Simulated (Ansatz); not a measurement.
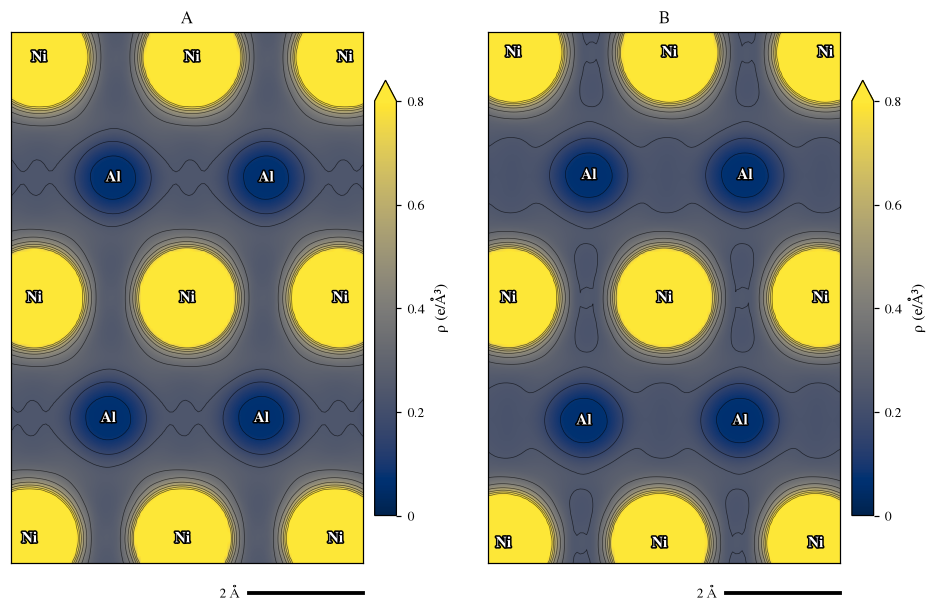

AlNi. The valence electron density of two cells that differ in size, on the (101̄) plane of each (indices in the axes of the calculation cell), at one length scale and on one colour scale: B has 13.0 Å³ an atom and A 12.2.

The calculation used Ansatz, Kohn-Sham DFT of a periodic cell, PBEsol, Ansatz PAW.

Core electrons are frozen (PAW), and the valence fields are smoothed inside the atomic spheres.

The larger cell:

```yaml
crystal:
  lattice:
    - [2.33096, -1.41303, 0.00000]
    - [2.33096, 1.41303, 0.00000]
    - [-1.37430, 0.00000, 3.93191]
  atoms:
    - { symbol: Ni, position: [0.50000, 0.50000, 0.50000] }
    - { symbol: Al, position: [0.00000, 0.00000, 0.00000] }
```

The smaller cell: a = 2.672 Å, b = 2.672 Å, c = 4.083 Å, α = 106.39°, β = 106.39°, γ = 62.45°.

> What changes from the larger cell to the smaller?

From the larger cell to the smaller, Al–Al goes from 2.73 to 2.67 Å, and the density at its midpoint from 0.22 to 0.24 e/Å³; Ni–Ni goes from 2.73 to 2.67 Å, and the density at its midpoint from 0.25 to 0.27 e/Å³; Al–Ni goes from 2.52 to 2.47 Å, and the density at its midpoint from 0.3 to 0.32 e/Å³; the pressure goes from −8 to −0.1 GPa.
